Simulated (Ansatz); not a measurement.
# Zr$_{6}$Si$_{6}$O$_{25}$ (cell charge −2, with a compensating background) (cell with a defect): what the fields show

Input file:

```
crystal:
  lattice:
    - [0.0, 6.6775195375, 0.0]
    - [-6.6775195375, 0.0, 0.0]
    - [3.3387597687, -3.3387597687, 9.0352168343]
  atoms:
    - { symbol: Zr, position: [0.3351986016, 0.330492891, 0.672748204] }
    - { symbol: Zr, position: [-0.0027722679, 0.0028230266, 0.0055349876] }
    - { symbol: Zr, position: [0.6736732862, 0.6683097784, 0.3371010243] }
    - { symbol: Zr, position: [0.5820097564, 0.0880486438, 0.1747803006] }
    - { symbol: Zr, position: [0.2569169948, 0.7516846719, 0.4970992622] }
    - { symbol: Zr, position: [0.9158722386, 0.4133748985, 0.837024483] }
    - { symbol: Si, position: [0.4980128762, 0.4956640348, 0.0058986158] }
    - { symbol: Si, position: [0.1622911635, 0.1700614847, 0.3386074375] }
    - { symbol: Si, position: [0.8403266394, 0.8331180206, 0.6692983216] }
    - { symbol: Si, position: [0.0831976172, 0.58494992, 0.168577613] }
    - { symbol: Si, position: [0.7524285849, 0.2470873184, 0.5052802564] }
    - { symbol: Si, position: [0.4127250435, 0.9326909421, 0.8470691535] }
    - { symbol: O, position: [0.2499305279, 0.4163982824, 0.8904685068] }
    - { symbol: O, position: [0.9203195759, 0.1029526071, 0.2168383934] }
    - { symbol: O, position: [0.5991107716, 0.7815982994, 0.5434158692] }
    - { symbol: O, position: [0.0127184517, 0.3407401178, 0.0516195562] }
    - { symbol: O, position: [0.6928361483, 0.0059845894, 0.3813757207] }
    - { symbol: O, position: [0.4510118477, 0.6638262385, 0.6909966864] }
    - { symbol: O, position: [0.0262501399, 0.7074634764, 0.0481208476] }
    - { symbol: O, position: [0.6922872902, 0.3765195052, 0.3885613335] }
    - { symbol: O, position: [0.3530036349, 0.034463424, 0.7154479258] }
    - { symbol: O, position: [0.2894547688, 0.1120604043, 0.2214859591] }
    - { symbol: O, position: [0.9660155553, 0.7747171351, 0.550011585] }
    - { symbol: O, position: [0.6183580952, 0.439858387, 0.8831294282] }
    - { symbol: O, position: [0.5474014476, 0.7449071568, 0.1199799982] }
    - { symbol: O, position: [0.2125064558, 0.4130500799, 0.4573819147] }
    - { symbol: O, position: [0.8919952644, 0.0748844814, 0.7924209615] }
    - { symbol: O, position: [0.328019881, 0.640966116, 0.2882621982] }
    - { symbol: O, position: [0.9954921181, 0.3033891217, 0.6261969515] }
    - { symbol: O, position: [0.6566405451, 0.9781802708, 0.9606042617] }
    - { symbol: O, position: [0.9624697251, 0.6531149077, 0.2898328882] }
    - { symbol: O, position: [0.6278667711, 0.2964314704, 0.6240966149] }
    - { symbol: O, position: [0.2952950658, 1.0139643612, 0.9719023653] }
    - { symbol: O, position: [0.2290726818, 0.0469090074, 0.4590788094] }
    - { symbol: O, position: [0.8990650796, 0.7074901724, 0.7889159123] }
    - { symbol: O, position: [0.5748908165, 0.3826216029, 0.1306626113] }
    - { symbol: O, position: [0.2916683036, 0.6798518314, 0.7616905453] }
  host:
    lattice:
      - [-3.3387597687, 3.3387597687, 3.0117389448]
      - [3.3387597687, -3.3387597687, 3.0117389448]
      - [3.3387597687, 3.3387597687, -3.0117389448]
    atoms:
      - { symbol: Zr, position: [0.0, 0.0, 0.0] }
      - { symbol: Zr, position: [0.75, 0.25, 0.5] }
      - { symbol: Si, position: [0.5, 0.5, 0.0] }
      - { symbol: Si, position: [0.25, 0.75, 0.5] }
      - { symbol: O, position: [0.1359052734, 0.3196651601, 0.8162401133] }
      - { symbol: O, position: [0.0696651601, 0.7534250468, 0.6837598867] }
      - { symbol: O, position: [0.0696651601, 0.3859052734, 0.3162401133] }
      - { symbol: O, position: [0.5034250468, 0.3196651601, 0.1837598867] }
      - { symbol: O, position: [0.6803348399, 0.4965749532, 0.8162401133] }
      - { symbol: O, position: [0.6140947266, 0.9303348399, 0.6837598867] }
      - { symbol: O, position: [0.2465749532, 0.9303348399, 0.3162401133] }
      - { symbol: O, position: [0.6803348399, 0.8640947266, 0.1837598867] }
total_charge: -2
basis:
  ecutwfc: 420
  xc_grid: 2
kpoints:
  mp_grid: { grid: [2, 2, 2], shift: [0.0, 0.0, 0.0] }
hamiltonian:
  xc: pbe
scf:
  occupations: { method: gaussian, width: 0.02 }
output:
  forces: true
  stress: false
  eigenvalues: true
  charged_corrections:
    defect_position: [0.41666667, 0.70833333, 0.91666667]
    epsilon: [[13.9362, 0.0, 0.0], [0.0, 13.9362, 0.0], [0.0, 0.0, 12.8342]]
  write_density: true
  write_potential: true
  elf: true
  volumetric_format: npy
relax:
  adjacent_minimum: "off"
  f_tol: 0.03
  max_steps: 40
```

Command:

```sh
ansatz run input.yaml --threads 8 --pin off --max-ram 16384MiB --backend cpu --events-out ev --progress --plain --runs-dir out
```

The fields are those of the run's last geometry, not of the input's.

Theory: DFT PBE, scalar-relativistic, plane waves, PAW (Ansatz).

Core electrons are frozen (PAW), and the valence fields are smoothed inside the atomic spheres.

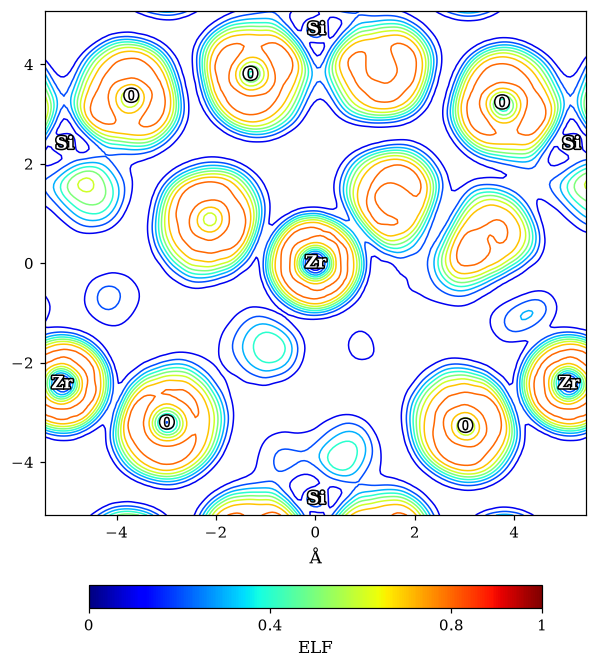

Figure 1. ELF on the (110) plane of the calculation cell.

Describe what can be read from this map.

Answer. The section cuts through Zr, Si and O sites.
Atoms just off the plane (O, 0.3 Å away) can leave unmarked features too.
Si–O (1.65 Å): the ELF peaks at about 0.85 between the atoms (a polar covalent bond).
The features right at Zr lie inside the PAW spheres, where the map follows smoothed inner orbitals and isn't to be read closely.

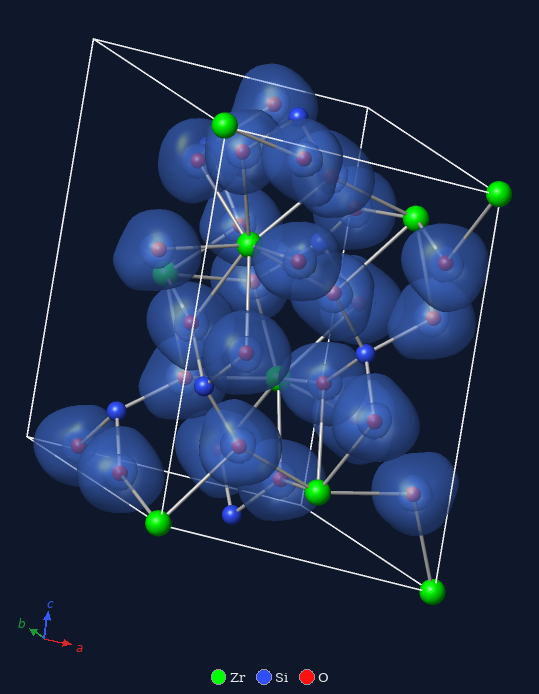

Figure 2. Isosurface of the electron localisation function at 0.7 (blue), seen slightly off an axis. Core shells and regions of very low density are left out. Sticks mark near contacts.

What do the ELF domains correspond to?

Answer. At this value the surface marks out 25 regions on O in which the atom's valence shell and bonds are merged, counted in one cell of 37 atoms. Any copies at cell faces, edges or corners count once. Along the contacts the grid gives the following. Si–O (1.63 Å): the ELF peaks at about 0.85 between the atoms, as expected for a polar covalent bond. Zr–O (2.09 Å): the ELF peaks at about 0.80 in the valence shell of O, 0.6 Å from its nucleus, and drops to about 0.25 between the two atoms: no localised pair shows between them.

Metal or insulator at this level of theory?

Answer. It is gapped, with a Kohn–Sham gap of 3.2 eV on the k-point mesh (the band edges may lie off the mesh, which would make the gap smaller).
